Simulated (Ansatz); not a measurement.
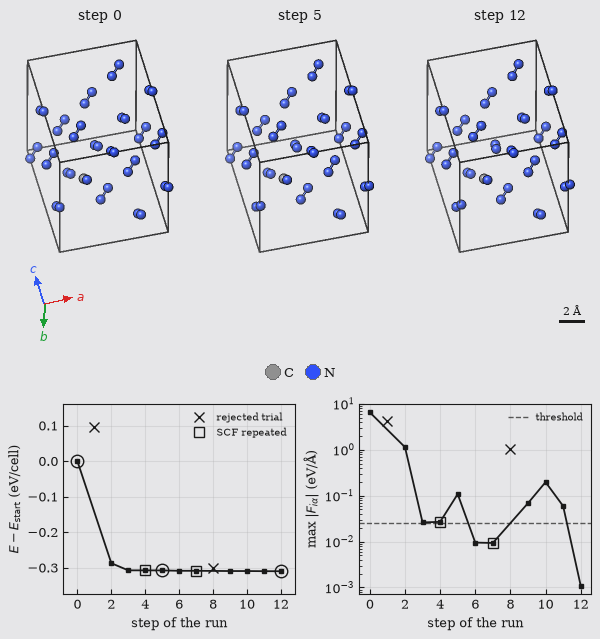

Frames of a relaxation of a defect cell of composition CN$_{31}$, marked on the history of the run. A ball-and-stick model of the cell of the calculation (origin shifted), seen from a free direction.

Case: C on a N site (f), charge +0, atoms relaxed at the host's cell.

Computed with DFT PBE+D3(BJ), scalar-relativistic, plane waves, PAW in Ansatz. Set-up: plane-wave cutoff 420 eV; k-point mesh 2 × 2 × 2; occupations gaussian; smearing width 0.01 eV; mesh shifted by (0.5, 0.5, 0.5); collinear spin; atoms relaxed in a fixed cell; force threshold 0.025 eV/Å; at most 45 steps.

> Describe the path.

The largest moves, 0.25 Å, are those of N atoms. By element the largest moves are N 0.25 Å, C 0.11 Å. The cell stays as it was. Among the contacts that change: C–N 1.102 → 1.172 Å. After 8 accepted moves (12 points after the start) the energy has fallen by 0.310 eV per cell of the calculation. Largest force component: 6.5 eV/Å at the start, 0.0011 eV/Å at the end. The line search rejected the trial steps at points 1, 8 of the run. 2 steps only repeated the SCF at the same geometry. The forces were under the threshold at step 6, but the run went on from there. From step 0 to 5: N atoms move most (0.13 Å), energy −0.307 eV per cell of the calculation. From step 5 to 12: N atoms move most (0.12 Å), energy −2.3 meV per cell of the calculation.
